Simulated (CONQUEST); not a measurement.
# Energy of P along an even scaling of the cell

System: P (Imma, 4 atoms in the cell).
Method: Kohn-Sham DFT of a periodic cell, PBE, PseudoDojo NC PBE, no spin polarisation (CONQUEST 1.3).

The 7 runs differ only in the geometry, by an even scaling of the cell at fixed fractional positions. The structure derives from a Materials Project entry.

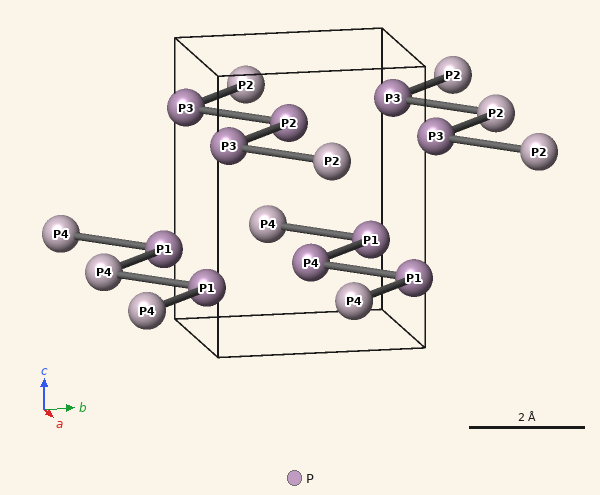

Figure 1. The structure of run 4 (ball-and-stick view of the cell of the calculation, seen slightly off an axis; neighbours outside the cell are drawn fainter; atoms are numbered from 1 in the order of the input).

### Input of run 4
```
IO.Title P
IO.Coordinates coords.dat
IO.FractionalAtomicCoords T
IO.Iprint 2
IO.Iprint_init 1
General.NumberOfSpecies 1
General.PseudopotentialType hamann
AtomMove.TypeOfRun static
AtomMove.FullStress T
Grid.PointsAlongX 32
Grid.PointsAlongY 36
Grid.PointsAlongZ 48
DM.SolutionMethod diagon
Diag.MPMesh T
Diag.GammaCentred T
Diag.MPMeshX 8
Diag.MPMeshY 7
Diag.MPMeshZ 5
Diag.kT 0.00183747
minE.SCTolerance 1e-6
SC.MaxIters 100
IO.AtomChargeOutput T
%block ChemicalSpeciesLabel
1 30.970 P
%endblock
```

Command:
```bash
Conquest
```

Lattice vectors (Å) and fractional positions of run 4:
```
   3.383020    0.000000    0.000000
   0.000000    3.717888    0.000000
   0.000000    0.000000    5.030330
P   0.000000  0.946691  0.250000
P   0.500000  0.446691  0.750000
P   0.000000  0.053309  0.750000
P   0.500000  0.553309  0.250000
```

Run 3 has the same physical settings and fractional positions; its lattice vectors (Å) are:
```
   3.360315    0.000000    0.000000
   0.000000    3.692935    0.000000
   0.000000    0.000000    4.996568
```

### Results, with one run withheld

| run | volume per atom (Å³) | free energy per atom, from the lowest run given (meV) | pressure (GPa) |
| --- | --- | --- | --- |
| 1 | 14.868 | 58.38 | 12.11 |
| 2 | 15.185 | 37.33 | 9.33 |
| 3 | 15.501 | ? | ? |
| 4 | 15.817 | 9.85 | 4.54 |
| 5 | 16.134 | 2.95 | 2.50 |
| 6 | 16.450 | 0.00 | 0.43 |
| 7 | 16.767 | 1.05 | −1.36 |

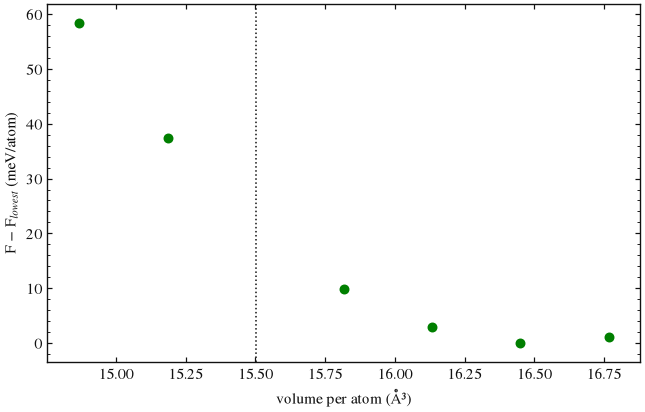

Figure 2. Free energy per atom of the runs given; the dotted line marks run 3.

What should run 3 give?

A cubic polynomial in V^(−2/3) (the Birch–Murnaghan form), fitted to the 6 runs given, misses them by at most 0.06 meV per atom. With x = V^(−2/3) − 0.15851 Å⁻², it reads F = 9.0808 + 4147.1 x + 4.5807e+05 x² − 2.6623e+06 x³ (meV per atom). At run 3 it gives 21.27 meV per atom, and the run itself gives 21.21. The slope of the fit gives a pressure −dF/dV of 6.93 GPa there, and the run prints 6.97 GPa. The fit has its minimum at 16.523 Å³ per atom, where V d²F/dV² gives 101 GPa. Cell shape and fractional positions are held, so this is the stiffness under even scaling; the relaxed bulk modulus wasn't computed.

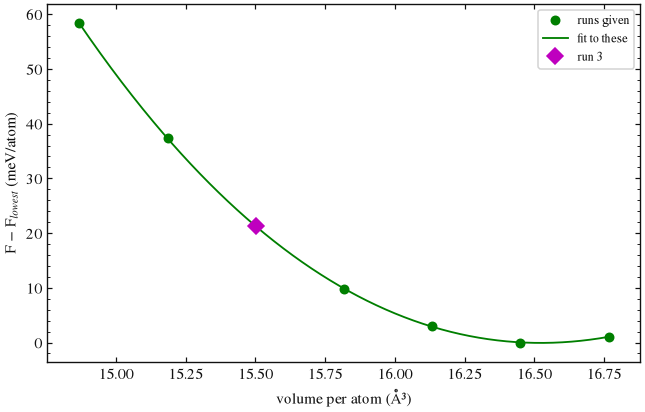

Figure 3. The fit and the withheld run.

### Some lines of the output (run 3)
```
[...]
          DFT Total Energy                 :       -27.668343412921008 Ha
          Free Energy (E-TS)               :       -27.668547317092735 Ha
          DFT Total Energy                 :       -27.668358920730114 Ha
          Free Energy (E-TS)               :       -27.668545506512796 Ha
          DFT Total Energy                 :       -27.668359621555219 Ha
          Free Energy (E-TS)               :       -27.668545668281766 Ha
          DFT Total Energy                 :       -27.668359855648301 Ha
          Free Energy (E-TS)               :       -27.668545622754703 Ha
          DFT Total Energy                 :       -27.668359815036798 Ha
          Free Energy (E-TS)               :       -27.668545275587665 Ha
          DFT Total Energy                 :       -27.668359471172565 Ha
      | Free Energy as E-TS      =       -27.668545275587665 Ha
      |* DFT total energy        =       -27.668359471172565 Ha
    force: Average pressure:      6.96688505 GPa
```

Notes: With a small basis of atomic orbitals these values can differ much from converged plane-wave results.
